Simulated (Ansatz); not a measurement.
System: Si₃N₄, space group P6_3/m (No. 176).

Input of the run:
```
crystal:
  lattice:
    - [7.663559112, 0.0, 0.0]
    - [-3.831779556, 6.6368368744, 0.0]
    - [0.0, 0.0, 2.9265208518]
  atoms:
    - { symbol: Si, position: [0.7689087242, 0.175006393, 0.3256278414] }
    - { symbol: Si, position: [0.5939023312, 0.7689087242, 0.8256278414] }
    - { symbol: Si, position: [0.824993607, 0.5939023312, 0.3256278414] }
    - { symbol: Si, position: [0.2310912758, 0.824993607, 0.8256278414] }
    - { symbol: Si, position: [0.4060976688, 0.2310912758, 0.3256278414] }
    - { symbol: Si, position: [0.175006393, 0.4060976688, 0.8256278414] }
    - { symbol: "N", position: [0.0308320463, 0.3299984447, 0.3256287738] }
    - { symbol: "N", position: [0.7008336016, 0.0308320463, 0.8256287738] }
    - { symbol: "N", position: [0.6700015553, 0.7008336016, 0.3256287738] }
    - { symbol: "N", position: [0.9691679537, 0.6700015553, 0.8256287738] }
    - { symbol: "N", position: [0.2991663984, 0.9691679537, 0.3256287738] }
    - { symbol: "N", position: [0.3299984447, 0.2991663984, 0.8256287738] }
    - { symbol: "N", position: [0.3333333333, 0.6666666667, -0.1743698454] }
    - { symbol: "N", position: [0.6666666667, 0.3333333333, 0.3256301546] }
basis:
  ecutwfc: 420
kpoints:
  mp_grid: { grid: [6, 6, 8] }
hamiltonian:
  xc: pbe
scf:
  occupations: { method: fixed }
output:
  eigenvalues: true
phonons:
  method: dfpt
  dielectric: true
  rigid_motions: translations
```

Launched with:
```bash
ansatz run input.yaml --threads 4 --pin off --max-ram 12288MiB --backend cpu --events-out ev --progress --plain --runs-dir out
```

How it was computed, with Ansatz 0.2.0: optical phonons of an insulator on the approach to the zone centre along x, y and z with the field of polar modes, imaginary frequencies are negative, field response on a mesh refined by the program; plane waves with PAW datasets. Level: PBE, no spin polarisation.

- wave cutoff: 420 eV
- k mesh: 6×6×8
- occupations: fixed
- pressure: 0 GPa

Describe the result: the polar optical modes, transverse and longitudinal, for each direction of approach to the zone centre.

Along x the polar lines lie at 356.1, 408.6, 547.7, 822.5, 859.6, 981.4, 992.8, 1100.3 cm⁻¹; along y the polar lines lie at 356.1, 408.6, 547.7, 822.5, 859.6, 981.4, 992.8, 1100.3 cm⁻¹; along z the polar lines lie at 408.6, 547.7, 859.6, 992.8, 1069.0 cm⁻¹ (lines above 2 % of the strongest).

```tsv
at	frequency (cm⁻¹)	degeneracy	dipole strength ((D/Å)²/amu)
x	176.6	2	0
x	198.0	1	0
x	218.8	2	0
x	240.8	1	0
x	262.7	1	0
x	296.6	2	0
x	356.1	1	8.37
x	393.0	1	0
x	408.6	1	13.1
x	429.6	2	0
x	433.9	1	2.93
x	440.4	1	0
x	538.1	1	0
x	547.7	1	10.9
x	567.3	1	3.65
x	594.5	2	0
x	629.9	1	0
x	701.6	1	0
x	822.5	1	137
x	831.8	2	0
x	835.2	2	0
x	849.1	1	0
x	859.6	1	117
x	891.9	2	0
x	904.7	1	0
x	981.4	1	6.4
x	992.8	1	5.73
x	1005.8	2	0
x	1026.8	1	0
x	1100.3	1	133
y	176.6	2	0
y	198.0	1	0
y	218.8	2	0
y	240.8	1	0
y	262.7	1	0
y	296.6	2	0
y	356.1	1	8.37
y	393.0	1	0
y	408.6	1	13.1
y	429.6	2	0
y	433.9	1	2.93
y	440.4	1	0
y	538.1	1	0
y	547.7	1	10.9
y	567.3	1	3.65
y	594.5	2	0
y	629.9	1	0
y	701.6	1	0
y	822.5	1	137
y	831.8	2	0
y	835.2	2	0
y	849.1	1	0
y	859.6	1	117
y	891.9	2	0
y	904.7	1	0
y	981.4	1	6.4
y	992.8	1	5.73
y	1005.8	2	0
y	1026.8	1	0
y	1100.3	1	133
```
(the first 60 of 86 rows)

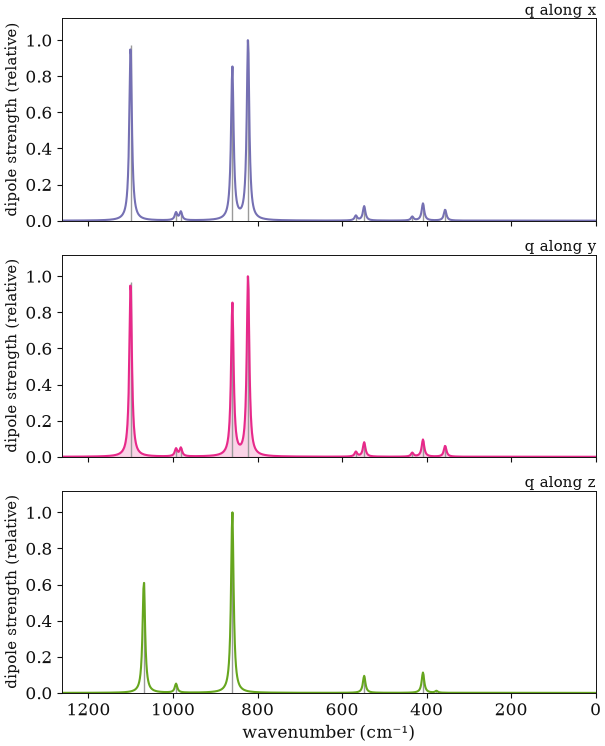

Lines are broadened by Lorentzians of 7.2 cm⁻¹ full width; each panel is scaled to its strongest line.

Note: structure snapped to symmetry; symmetry narrowed by fft grid.
